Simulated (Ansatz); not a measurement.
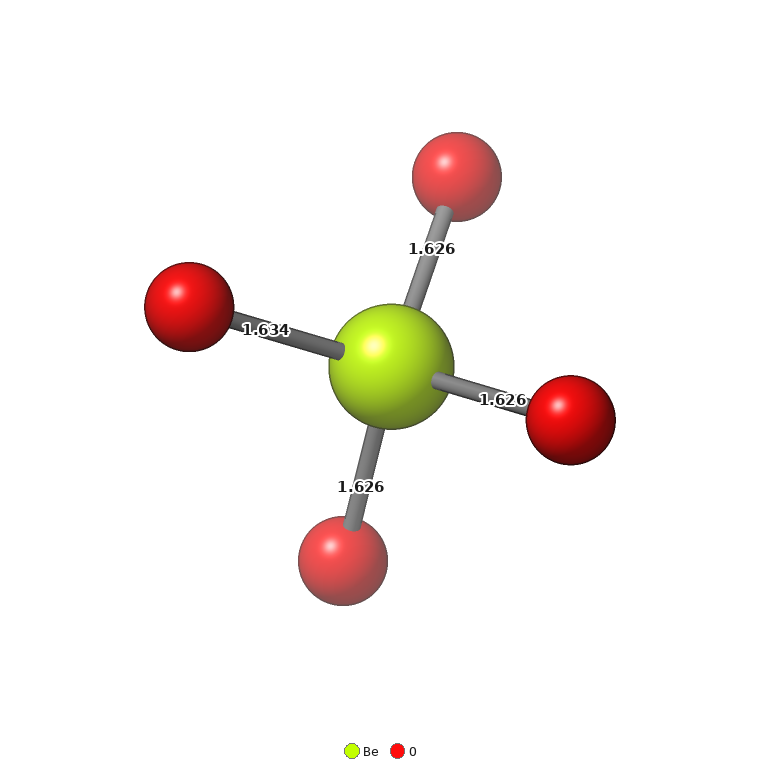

The surroundings of site Be1 (at 0.333, 0.667, 0.499) in BeO in space group P6_3mc, with bond lengths in Å.

Origin of the cell: coordinates from a relaxation at fixed volume with DFT r2SCAN, scalar-relativistic, plane waves, PAW (Ansatz 0.2.0).

```yaml
crystal:
  lattice:
    - [2.66328, 0.00000, 0.00000]
    - [-1.33164, 2.30647, 0.00000]
    - [0.00000, 0.00000, 4.32569]
  atoms:
    - { symbol: Be, position: [0.33333, 0.66667, 0.49865] }
    - { symbol: Be, position: [0.66667, 0.33333, 0.99865] }
    - { symbol: O, position: [0.33333, 0.66667, 0.87635] }
    - { symbol: O, position: [0.66667, 0.33333, 0.37635] }
```

Bond valence s = exp((R0 − d)/b), R0 fitted to published crystal structures with b = 0.37 Å; R0 in Å: Be2+–O 1.367.

Question: Calculate the bond-valence sum of Be1 from the bonds drawn.

Answer: 3 × 0.497 + 1 × 0.486 = 1.98 v.u., against a formal valence of 2: a close match.

Question: And over the whole structure?

Answer:
```csv
site,"x, y, z",formal valence,bond-valence sum,difference
Be1,"0.333, 0.667, 0.499",+2,2.10,0.10
O1,"0.333, 0.667, 0.876",−2,2.10,0.10
```

These sums include all anions within 5 Å. The global instability index (root mean square of the differences over all atoms) is 0.10 v.u.: little strain.
